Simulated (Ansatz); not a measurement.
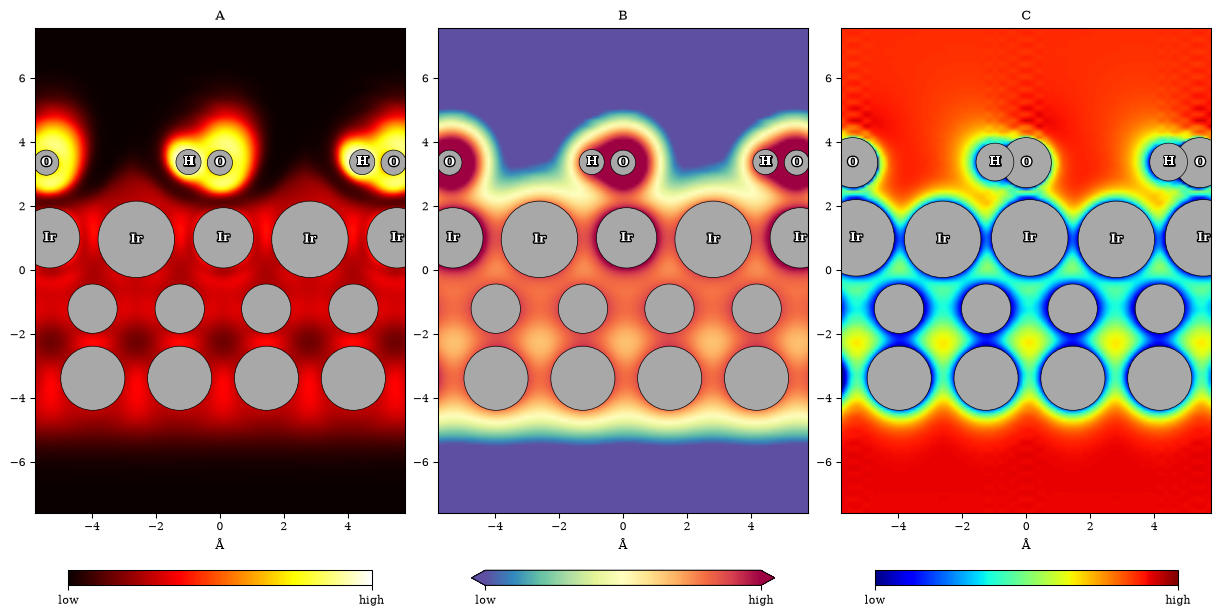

H$_{2}$Ir$_{12}$O (slab): 3 fields on the (11̄0) plane of the calculation cell, a cut from vacuum to vacuum, with unlabelled colour scales. Grey discs cover the atomic cores.

Computed without spin polarisation.

Theory: DFT PBE+D3(BJ), scalar-relativistic, plane waves, PAW in Ansatz 0.2.0.

```xyz
15
Lattice="5.4313 0.0000 0.0000 -2.7157 4.7037 0.0000 0.0000 0.0000 24.0008" Properties=species:S:1:pos:R:3 pbc="T T T"
Ir    1.3578    0.7840    7.9999
Ir    0.0000    3.1358    7.9999
Ir    4.0735    0.7840    7.9999
Ir    2.7156    3.1358    7.9999
Ir    2.7147    1.5595   10.1754
Ir    1.3547    3.9218   10.1734
Ir   -0.0010    1.5690   10.1881
Ir   -1.3532    3.9208   10.1749
Ir   -1.3542    2.3508   12.3433
Ir   -0.0001    0.0042   12.3448
Ir    1.3552    2.3496   12.3400
Ir    2.7118    0.0122   12.3901
O     0.0652    4.5511   14.7413
H     1.0149    4.3042   14.7624
H    -0.4038    3.6889   14.7605
```

> The panels show electron localisation function, electrostatic potential energy of an electron and valence pseudo-density in some order. Assign them.

Panel A: electron localisation function. Panel B: valence pseudo-density. Panel C: electrostatic potential energy of an electron (low next to the atoms, rising into the space between them). From the grid: Ir–O (2.36 Å): the density is about 0.4 e/Å³ at the midpoint; the ELF peaks at about 0.85 in the valence shell of O, 0.6 Å from its nucleus, and drops to about 0.10 between the two atoms; no localised pair shows between them.
